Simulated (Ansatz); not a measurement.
Run report: Zr2N, geometry relaxation (part 1 of 2)

Zr2N (P4₂/mnm, 6 atoms in the cell), computed with DFT r2SCAN, scalar-relativistic, plane waves, PAW, no spin polarisation (Ansatz 0.2.0).

The structure derives from a Materials Project entry. Figures and captions count atoms from 1; the log counts them from 0 in places.

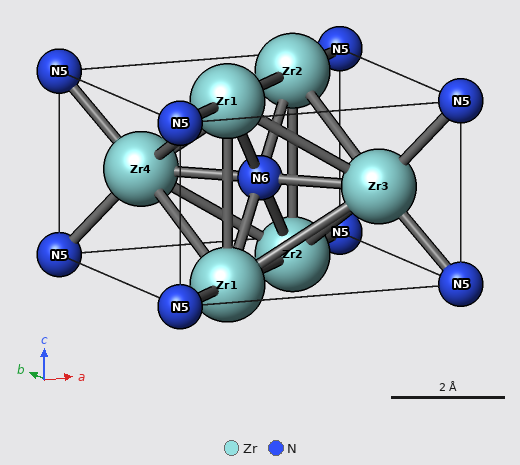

The input geometry (ball-and-stick view of the cell of the calculation, seen slightly off an axis; atoms are numbered from 1 in the order of the input). An atom can appear more than once, as a periodic image.

### Summary

```tsv
quantity	value
outcome	converged
space group (tolerance 0.01 Å)	P4₂/mnm (136)
electrons treated	58
free energy	−17558.0597 eV
Fermi energy	15.012 eV
gap on the k-point mesh	none (metallic)
pressure	0.00 GPa
final volume	96.85 Å³
largest force (length of the vector) at the end	under 0.001 eV/Å
final cell	a = 5.417 Å, b = 5.417 Å, c = 3.300 Å, α = 90.00°, β = 90.00°, γ = 90.00°
hardware	1 thread of AMD EPYC (Zen 3), 32 GiB of memory available, shared host
wall time	4.3 min
peak memory	0.79 GiB
```

### Input file
```yaml
crystal:
  lattice:
    - [5.41300273, 0.0, 0.0]
    - [0.0, 5.41300273, 0.0]
    - [0.0, 0.0, 3.30778919]
  atoms:
    - { symbol: Zr, position: [0.29612546, 0.29612546, 0.0] }
    - { symbol: Zr, position: [0.70387454, 0.70387454, 0.0] }
    - { symbol: Zr, position: [0.79612546, 0.20387454, 0.5] }
    - { symbol: Zr, position: [0.20387454, 0.79612546, 0.5] }
    - { symbol: "N", position: [0.0, 0.0, 0.0] }
    - { symbol: "N", position: [0.5, 0.5, 0.5] }
basis:
  ecutwfc: 500
kpoints:
  mp_grid: { grid: [8, 8, 10] }
hamiltonian:
  xc: r2scan
scf:
  occupations: { method: gaussian, width: 0.1 }
output:
  forces: true
  stress: true
  eigenvalues: true
relax:
  adjacent_minimum: "off"
  f_tol: 0.005
  max_steps: 80
  cell: { stress_tol: 0.05 }
```

Run as:
```bash
ansatz run input.yaml --threads 1 --pin off --max-ram 2560MiB --backend cpu --events-out ev --progress --plain --runs-dir out
```

### Output
```
Engine: ansatz 0.2.0, x86_64-unknown-linux-gnu
Pseudopotentials: kind: paw
Pseudopotential: Zr, paw, valence charge 12, recommended cutoff 500 eV (meta_gga), Zr.paw.azcp
Pseudopotential: N, paw, valence charge 5, recommended cutoff 500 eV (meta_gga), N.paw.azcp
Functional definition: r2SCAN
  parameter k0 = 0.174
  parameter k1 = 0.065
  parameter a1 = 4.9479
  exchange = r2scan_x(k0 = k0, k1 = k1, a1 = a1)
  correlation = r2scan_c
Crystal: 6 atoms, lattice volume = 96.920 Å³
Basis set: ecut = 500 eV, 2457 PW (Γ), exchange–correlation on 160×160×100 points (64 copies of the dense FFT grid, shifted against one another)
Bands: 35, of which v1, the nominal top of the filled ones, is band 29 counted from 1 (28 counted from 0)
Symmetry: 16 space group operations
Space group: P42/mnm (ITA 136), of the structure as read, at distance tolerance 4.6e-5 Å
k-points: 90 of 640
Non-local potential: Zr, projectors of the file, l = 0: 3, l = 1: 2, l = 2: 2, l = 3: 2
Non-local potential: N, projectors of the file, l = 0: 2, l = 1: 2, l = 2: 1
PAW form: soft (Blöchl's): semilocal exchange-correlation on the pseudo side does not see the compensation charge
PAW frozen core: Zr, regenerated for the run's functional (the file was generated under x = pbe(κ = 0.804, μ = 0.2195149727645171), c = pbe(β = 0.06672455060314922))
PAW frozen core: N, regenerated for the run's functional (the file was generated under x = pbe(κ = 0.804, μ = 0.2195149727645171), c = pbe(β = 0.06672455060314922))
PAW one-centre angular grid: Zr, 590 points (default); XC on 160 Gauss nodes
PAW one-centre angular grid: N, 302 points (default); XC on 160 Gauss nodes
Initial density: superposition of atomic densities (neutral atoms: chi_scale 0, normalization atom), corrected by the library's trained network
Initial wavefunctions: pseudopotential atomic-orbital guess
Functional: x = r2scan, c = r2scan; τ floored in thin density (d = 2e-4 eV/Å³)
SCF iter   1: F=—  HF=-17557.892297 eV  |F-HF|=—  |Δ(HF+E_count)|=         —  Δρ=1.56e-2  dr2=3.06e-1  dr2_τ=2.73e-1  ethr=1.77e-3  ⟨swp⟩=5.0  Hψ=12755  notcnv=0  defer=1
preconditioner: auto → Kerker (q_TF=auto, 2.505 Å⁻¹)  [metal: Δε(μ)=0.035 eV  Ē_g=7.256 eV  σ=0.100 eV  W_gap=0.19  n_scr=22 (ndim 8)  ℏωp=19.2 eV  f_vac=0.000  D(μ)=2.19/eV (n_scr^D=10)]
SCF iter   2: F=—  HF=-17558.058405 eV  |F-HF|=—  |Δ(HF+E_count)|=   1.66e-1  Δρ=7.75e-3  dr2=5.62e-2  dr2_τ=5.22e-3  ethr=5.27e-4  ⟨swp⟩=2.0  Hψ=5482  notcnv=0  defer=100
SCF iter   3: F=—  HF=-17558.057789 eV  |F-HF|=—  |Δ(HF+E_count)|=   6.16e-4  Δρ=2.90e-3  dr2=6.29e-3  dr2_τ=3.83e-4  ethr=9.70e-5  ⟨swp⟩=2.1  Hψ=4215  notcnv=0  defer=100
SCF iter   4: F=—  HF=-17558.058962 eV  |F-HF|=—  |Δ(HF+E_count)|=   1.17e-3  Δρ=8.03e-4  dr2=7.37e-4  dr2_τ=4.72e-5  ethr=1.08e-5  ⟨swp⟩=2.3  Hψ=4588  notcnv=0  defer=100
SCF iter   5: F=—  HF=-17558.059026 eV  |F-HF|=—  |Δ(HF+E_count)|=   6.40e-5  Δρ=3.44e-4  dr2=1.74e-4  dr2_τ=9.61e-6  ethr=1.27e-6  ⟨swp⟩=2.0  Hψ=4224  notcnv=0  defer=100
SCF iter   6: F=—  HF=-17558.058993 eV  |F-HF|=—  |Δ(HF+E_count)|=   3.33e-5  Δρ=6.09e-5  dr2=6.83e-6  dr2_τ=6.28e-8  ethr=3.00e-7  ⟨swp⟩=2.0  Hψ=3964  notcnv=0  defer=100
SCF iter   7: F=—  HF=-17558.058989 eV  |F-HF|=—  |Δ(HF+E_count)|=   3.65e-6  Δρ=1.73e-5  dr2=4.50e-7  dr2_τ=1.40e-8  ethr=1.18e-8  ⟨swp⟩=2.0  Hψ=4789  notcnv=0  defer=100
SCF iter   8: F=-17558.058989 eV  HF=-17558.058989 eV  |F-HF|=1.04e-9  |Δ(HF+E_count)|=   3.62e-8  Δρ=1.45e-6  dr2=1.64e-9  dr2_τ=2.23e-10  ethr=1.72e-10  ⟨swp⟩=10.0  Hψ=12134  notcnv=0
SCF 1 converged in 8 iterations: F = -17558.058989 eV  dr2 = 1.64e-9
  greatest PAW one-centre occupation: 0.990 electrons in one spin orbital (limit 2), on the Zr atom at site 3 (counted from 0), in its partial waves of l = 1
relax step   1: F+E_penalty+E_count = -17558.05898911 eV  Δ(F+E_penalty+E_count) = +0.000e0 eV  max|allowed force component| = 2.826e-2 eV/Å  Δτ_max = 0.0000 Å  P = -0.205 GPa  Ω = 96.920 Å³  (8 SCF iters, dr2 threshold 1.00e-7 eV, accepted)
Crystal: 6 atoms, lattice volume = 96.701 Å³
Basis set: ecut = 500 eV, 2455 PW (Γ), exchange–correlation on 160×160×100 points (64 copies of the dense FFT grid, shifted against one another)
Initial density: handed on by an earlier stage of this run
Initial wavefunctions: those handed on with the density
iter 1 solved again at ethr=6.13e-7 eV; its pass at ethr=3.10e-3 eV (dr2=3.55e-4 eV) is discarded
SCF iter   1: F=—  HF=-17558.056287 eV  |F-HF|=—  |Δ(HF+E_count)|=         —  Δρ=6.19e-4  dr2=3.44e-4  dr2_τ=1.85e-3  ethr=6.13e-7  ⟨swp⟩=3.0  Hψ=16817  notcnv=0
preconditioner: auto → Kerker (q_TF=auto, 2.505 Å⁻¹)  [metal: Δε(μ)=0.012 eV  Ē_g=7.099 eV  σ=0.100 eV  W_gap=0.07  n_scr=22 (ndim 8)  ℏωp=19.3 eV  f_vac=0.000  D(μ)=2.08/eV (n_scr^D=10)]
SCF iter   2: F=—  HF=-17558.058283 eV  |F-HF|=—  |Δ(HF+E_count)|=   2.00e-3  Δρ=3.01e-4  dr2=6.71e-5  dr2_τ=5.36e-6  ethr=5.93e-7  ⟨swp⟩=2.0  Hψ=5776  notcnv=0
SCF iter   3: F=—  HF=-17558.058274 eV  |F-HF|=—  |Δ(HF+E_count)|=   9.21e-6  Δρ=1.08e-4  dr2=1.10e-5  dr2_τ=1.17e-6  ethr=1.16e-7  ⟨swp⟩=2.0  Hψ=4257  notcnv=0
SCF iter   4: F=—  HF=-17558.058274 eV  |F-HF|=—  |Δ(HF+E_count)|=   2.33e-7  Δρ=5.07e-5  dr2=2.71e-6  dr2_τ=1.66e-7  ethr=1.90e-8  ⟨swp⟩=2.0  Hψ=3889  notcnv=0
SCF iter   5: F=—  HF=-17558.058274 eV  |F-HF|=—  |Δ(HF+E_count)|=   4.30e-7  Δρ=2.74e-5  dr2=6.54e-7  dr2_τ=3.66e-8  ethr=4.67e-9  ⟨swp⟩=2.1  Hψ=4428  notcnv=0
SCF iter   6: F=-17558.058274 eV  HF=-17558.058274 eV  |F-HF|=4.63e-9  |Δ(HF+E_count)|=   1.79e-7  Δρ=7.86e-6  dr2=6.45e-8  dr2_τ=2.99e-9  ethr=1.03e-9  ⟨swp⟩=4.6  Hψ=10265  notcnv=0
SCF 2 converged in 6 iterations: F = -17558.058274 eV  dr2 = 6.45e-8
  greatest PAW one-centre occupation: 0.990 electrons in one spin orbital (limit 2), on the Zr atom at site 1 (counted from 0), in its partial waves of l = 1
relax step   2: F+E_penalty+E_count = -17558.05827441 eV  Δ(F+E_penalty+E_count) = +7.147e-4 eV  max|allowed force component| = 4.708e-2 eV/Å  Δτ_max = 0.0011 Å  P = +0.255 GPa  Ω = 96.701 Å³  energy of the carried Pulay correction = +1.390e-4 eV  (6 SCF iters, dr2 threshold 6.00e-7 eV, rejected (line search))
Crystal: 6 atoms, lattice volume = 96.830 Å³
iter 1 solved again at ethr=1.93e-7 eV; its pass at ethr=3.10e-3 eV (dr2=1.12e-4 eV) is discarded
SCF iter   1: F=—  HF=-17558.058340 eV  |F-HF|=—  |Δ(HF+E_count)|=         —  Δρ=3.70e-4  dr2=1.09e-4  dr2_τ=1.93e-3  ethr=1.93e-7  ⟨swp⟩=3.0  Hψ=16756  notcnv=0
preconditioner: auto → Kerker (q_TF=auto, 2.505 Å⁻¹)  [metal: Δε(μ)=0.041 eV  Ē_g=7.091 eV  σ=0.100 eV  W_gap=0.22  n_scr=22 (ndim 8)  ℏωp=19.2 eV  f_vac=0.000  D(μ)=2.13/eV (n_scr^D=10)]
SCF iter   2: F=—  HF=-17558.059672 eV  |F-HF|=—  |Δ(HF+E_count)|=   1.33e-3  Δρ=1.79e-4  dr2=1.87e-5  dr2_τ=2.51e-6  ethr=1.89e-7  ⟨swp⟩=2.0  Hψ=5777  notcnv=0
SCF iter   3: F=—  HF=-17558.059672 eV  |F-HF|=—  |Δ(HF+E_count)|=   1.41e-7  Δρ=6.37e-5  dr2=3.71e-6  dr2_τ=3.78e-7  ethr=3.23e-8  ⟨swp⟩=2.0  Hψ=4284  notcnv=0
SCF iter   4: F=—  HF=-17558.059673 eV  |F-HF|=—  |Δ(HF+E_count)|=   3.23e-7  Δρ=2.60e-5  dr2=7.71e-7  dr2_τ=6.28e-8  ethr=6.41e-9  ⟨swp⟩=2.0  Hψ=3990  notcnv=0
SCF iter   5: F=—  HF=-17558.059673 eV  |F-HF|=—  |Δ(HF+E_count)|=   5.50e-8  Δρ=1.31e-5  dr2=1.55e-7  dr2_τ=1.00e-8  ethr=1.33e-9  ⟨swp⟩=2.1  Hψ=4149  notcnv=0
SCF iter   6: F=—  HF=-17558.059673 eV  |F-HF|=—  |Δ(HF+E_count)|=   3.78e-8  Δρ=3.51e-6  dr2=1.32e-8  dr2_τ=6.11e-10  ethr=2.67e-10  ⟨swp⟩=2.3  Hψ=4535  notcnv=0
SCF iter   7: F=—  HF=-17558.059673 eV  |F-HF|=—  |Δ(HF+E_count)|=   3.76e-9  Δρ=1.23e-6  dr2=1.62e-9  dr2_τ=6.99e-11  ethr=2.28e-11  ⟨swp⟩=2.8  Hψ=5580  notcnv=0
SCF iter   8: F=—  HF=-17558.059673 eV  |F-HF|=—  |Δ(HF+E_count)|=  3.17e-10  Δρ=5.98e-7  dr2=3.52e-10  dr2_τ=1.77e-11  ethr=2.79e-12  ⟨swp⟩=2.0  Hψ=4422  notcnv=0
SCF iter   9: F=-17558.059673 eV  HF=-17558.059673 eV  |F-HF|=1.82e-11  |Δ(HF+E_count)|=  7.28e-11  Δρ=2.35e-7  dr2=5.19e-11  dr2_τ=2.80e-12  ethr=1.00e-12  ⟨swp⟩=3.0  Hψ=11907  notcnv=0
SCF 3 converged in 9 iterations: F = -17558.059673 eV  dr2 = 5.19e-11
relax step   3: F+E_penalty+E_count = -17558.05967262 eV  Δ(F+E_penalty+E_count) = -6.835e-4 eV  max|allowed force component| = 1.943e-2 eV/Å  Δτ_max = 0.0013 Å  P = +0.005 GPa  Ω = 96.830 Å³  energy of the carried Pulay correction = +5.735e-5 eV  (9 SCF iters, accepted)
Crystal: 6 atoms, lattice volume = 96.876 Å³
iter 1 solved again at ethr=9.80e-8 eV; its pass at ethr=3.10e-3 eV (dr2=5.68e-5 eV) is discarded
SCF iter   1: F=—  HF=-17558.059162 eV  |F-HF|=—  |Δ(HF+E_count)|=         —  Δρ=3.02e-4  dr2=5.52e-5  dr2_τ=1.23e-3  ethr=9.80e-8  ⟨swp⟩=2.9  Hψ=15869  notcnv=0
preconditioner: auto → Kerker (q_TF=auto, 2.505 Å⁻¹)  [metal: Δε(μ)=0.009 eV  Ē_g=7.092 eV  σ=0.100 eV  W_gap=0.05  n_scr=22 (ndim 8)  ℏωp=19.2 eV  f_vac=0.000  D(μ)=2.11/eV (n_scr^D=10)]
SCF iter   2: F=—  HF=-17558.059765 eV  |F-HF|=—  |Δ(HF+E_count)|=   6.03e-4  Δρ=1.77e-4  dr2=1.74e-5  dr2_τ=4.19e-7  ethr=9.51e-8  ⟨swp⟩=2.0  Hψ=5765  notcnv=0
SCF iter   3: F=—  HF=-17558.059761 eV  |F-HF|=—  |Δ(HF+E_count)|=   4.00e-6  Δρ=3.35e-5  dr2=1.60e-6  dr2_τ=1.52e-7  ethr=2.99e-8  ⟨swp⟩=2.9  Hψ=5440  notcnv=0
SCF iter   4: F=—  HF=-17558.059761 eV  |F-HF|=—  |Δ(HF+E_count)|=   1.33e-8  Δρ=2.16e-5  dr2=3.63e-7  dr2_τ=2.34e-8  ethr=2.76e-9  ⟨swp⟩=2.1  Hψ=3943  notcnv=0
SCF iter   5: F=—  HF=-17558.059761 eV  |F-HF|=—  |Δ(HF+E_count)|=   8.03e-8  Δρ=1.03e-5  dr2=1.12e-7  dr2_τ=1.27e-8  ethr=6.27e-10  ⟨swp⟩=2.0  Hψ=4269  notcnv=0
SCF iter   6: F=-17558.059761 eV  HF=-17558.059761 eV  |F-HF|=8.22e-10  |Δ(HF+E_count)|=   3.11e-9  Δρ=1.25e-6  dr2=9.36e-10  dr2_τ=7.06e-11  ethr=4.07e-11  ⟨swp⟩=3.0  Hψ=11317  notcnv=0
SCF 4 converged in 6 iterations: F = -17558.059761 eV  dr2 = 9.36e-10
relax step   4: F+E_penalty+E_count = -17558.05976144 eV  Δ(F+E_penalty+E_count) = -8.882e-5 eV  max|allowed force component| = 3.116e-4 eV/Å  Δτ_max = 0.0022 Å  P = -0.049 GPa  Ω = 96.876 Å³  energy of the carried Pulay correction = +2.783e-5 eV  (6 SCF iters, dr2 threshold 2.36e-8 eV, accepted)
Crystal: 6 atoms, lattice volume = 96.850 Å³
iter 1 solved again at ethr=1.02e-9 eV; its pass at ethr=3.10e-3 eV (dr2=5.89e-7 eV) is discarded
SCF iter   1: F=—  HF=-17558.059775 eV  |F-HF|=—  |Δ(HF+E_count)|=         —  Δρ=2.58e-5  dr2=5.04e-7  dr2_τ=6.18e-6  ethr=1.02e-9  ⟨swp⟩=2.1  Hψ=15848  notcnv=0
preconditioner: auto → Kerker (q_TF=auto, 2.505 Å⁻¹)  [metal: Δε(μ)=0.047 eV  Ē_g=7.092 eV  σ=0.100 eV  W_gap=0.25  n_scr=22 (ndim 8)  ℏωp=19.2 eV  f_vac=0.000  D(μ)=2.11/eV (n_scr^D=10)]
SCF iter   2: F=—  HF=-17558.059783 eV  |F-HF|=—  |Δ(HF+E_count)|=   7.71e-6  Δρ=1.56e-5  dr2=1.97e-7  dr2_τ=5.04e-9  ethr=8.68e-10  ⟨swp⟩=2.0  Hψ=5768  notcnv=0
SCF iter   3: F=—  HF=-17558.059783 eV  |F-HF|=—  |Δ(HF+E_count)|=  3.20e-10  Δρ=1.01e-5  dr2=1.03e-7  dr2_τ=1.44e-8  ethr=3.39e-10  ⟨swp⟩=2.0  Hψ=4309  notcnv=0
SCF iter   4: F=-17558.059783 eV  HF=-17558.059783 eV  |F-HF|=2.36e-9  |Δ(HF+E_count)|=   1.79e-8  Δρ=2.66e-6  dr2=7.42e-9  dr2_τ=3.34e-10  ethr=1.40e-11  ⟨swp⟩=3.0  Hψ=10953  notcnv=0
SCF 5 converged in 4 iterations: F = -17558.059783 eV  dr2 = 7.42e-9
relax step   5: F+E_penalty+E_count = -17558.05978286 eV  Δ(F+E_penalty+E_count) = -2.142e-5 eV  max|allowed force component| = 1.763e-5 eV/Å  Δτ_max = 0.0001 Å  P = -0.000 GPa  Ω = 96.850 Å³  energy of the carried Pulay correction = +4.455e-5 eV  (4 SCF iters, dr2 threshold 8.13e-9 eV, accepted)
Initial wavefunctions: pseudopotential atomic-orbital guess (no wavefunctions were taken with the density)
iter 1 solved again at ethr=1.17e-8 eV; its pass at ethr=3.10e-3 eV (dr2=6.78e-6 eV) is discarded
SCF iter   1: F=—  HF=-17558.059728 eV  |F-HF|=—  |Δ(HF+E_count)|=         —  Δρ=8.94e-6  dr2=1.48e-8  dr2_τ=7.13e-8  ethr=1.17e-8  ⟨swp⟩=3.5  Hψ=22363  notcnv=0
preconditioner: auto → Kerker (q_TF=auto, 2.505 Å⁻¹)  [metal: Δε(μ)=0.006 eV  Ē_g=7.093 eV  σ=0.100 eV  W_gap=0.03  n_scr=22 (ndim 8)  ℏωp=19.2 eV  f_vac=0.000  D(μ)=2.11/eV (n_scr^D=10)]
SCF iter   2: F=—  HF=-17558.059729 eV  |F-HF|=—  |Δ(HF+E_count)|=   6.47e-7  Δρ=4.62e-6  dr2=4.46e-9  dr2_τ=3.67e-9  ethr=2.55e-11  ⟨swp⟩=2.2  Hψ=5786  notcnv=0
SCF iter   3: F=—  HF=-17558.059729 eV  |F-HF|=—  |Δ(HF+E_count)|=   5.88e-9  Δρ=7.20e-7  dr2=4.13e-10  dr2_τ=1.07e-10  ethr=7.69e-12  ⟨swp⟩=2.2  Hψ=5342  notcnv=0
SCF iter   4: F=-17558.059729 eV  HF=-17558.059729 eV  |F-HF|=7.28e-12  |Δ(HF+E_count)|=  1.20e-10  Δρ=2.54e-7  dr2=4.86e-11  dr2_τ=6.15e-12  ethr=1.00e-12  ⟨swp⟩=3.9  Hψ=13726  notcnv=0
SCF 6 converged in 4 iterations: F = -17558.059729 eV  dr2 = 4.86e-11
relax step   6: F+E_penalty+E_count = -17558.05972889 eV  Δ(F+E_penalty+E_count) = +5.397e-5 eV  max|allowed force component| = 3.093e-5 eV/Å  Δτ_max = 0.0000 Å  P = -0.000 GPa  Ω = 96.850 Å³  stress off target by 9.45e-4 GPa  SCF on the basis re-selected at this cell (its energy is not comparable with the rows above)  (4 SCF iters)
```
